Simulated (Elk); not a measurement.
# ZnS (F-43m): refractive index against wavelength

The refractive index of ZnS (F-43m) below the direct gap (2.10 eV on the mesh) is read from one computed spectrum, n = √(Re ε).

It takes space group F-43m (No. 216, cubic). Conventional cell: a = 5.404 Å, b = 5.404 Å, c = 5.404 Å, α = 90.00°, β = 90.00°, γ = 90.00°. Zn on site c is surrounded by 4 S at 2.34 Å. Around S on site a lie 4 Zn at 2.34 Å.

Method: Elk 11.2.3 (patched build), PBE, independent particles, k-mesh 11×11×11, Lorentzian half width 0.15 eV.

Launch of the response step: `OMP_NUM_THREADS=4 elk`. The run took 17 s, its band step included, on 4 threads of Intel(R) Xeon(R) Platinum 8488C (Sapphire Rapids), on a shared host.

```
wavelength (nm)  photon energy E (eV)       n
           3000                 0.413  2.4893
           2000                 0.620  2.4972
           1550                 0.800  2.5069
           1310                 0.946  2.5170
           1064                 1.165  2.5362
            850                 1.459       ?
```

In the single-oscillator model n² − 1 = E₀E_d/(E₀² − E²), so 1/(n² − 1) = E₀/E_d − E²/(E₀E_d) is linear in E².

Working, on the rows shown:

| x = E² (eV²) | y = 1/(n² − 1) |
| --- | --- |
| 0.170801 | 0.192433 |
| 0.384302 | 0.190985 |
| 0.639837 | 0.189231 |
| 0.895757 | 0.187431 |
| 1.35784 | 0.184084 |

Means: x̄ = 0.68971, ȳ = 0.18883. Σ(x − x̄)(y − ȳ) = -0.006007, Σ(x − x̄)² = 0.8539. Slope = -0.006007 / 0.8539 = -0.007035; intercept = ȳ − slope · x̄ = 0.19368. Turned back into n, the line misses the rows shown by at most 0.00028.

Q: Fill in the last column of the withheld row.

A: At x = 2.1276 the line gives y = 0.17872, that is 2.5682. The run gave 2.5716, so the extrapolation is off by 0.0034, 4 % of the range in the table.

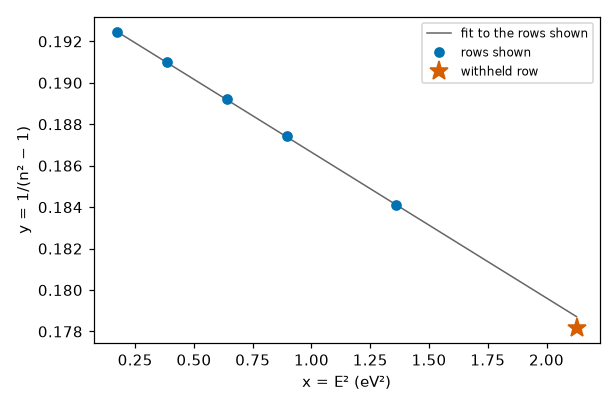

Refitted with all rows, the slope is -0.007297 and the intercept 0.19383. These give E₀ = √(intercept/−slope) = 5.15 eV and E_d = E₀/intercept = 26.6 eV; E₀ is 2.4 times the direct gap. The electronic limit at long wavelengths, without lattice vibrations, is n = √(1 + 1/intercept) = 2.482. The cell comes from an older database entry, whose edges can be off by a per cent or so. Excitons are left out and so are local fields; PBE gaps are as a rule too small. The values come from a sum over the points of one k-mesh and carry its error, which grows as the direct gap shrinks.

[Logs are printed without paths, hosts, clocks, repeated set-up lines and the standing remarks that a program may print on its own settings, such as how far it seeks lower states.]
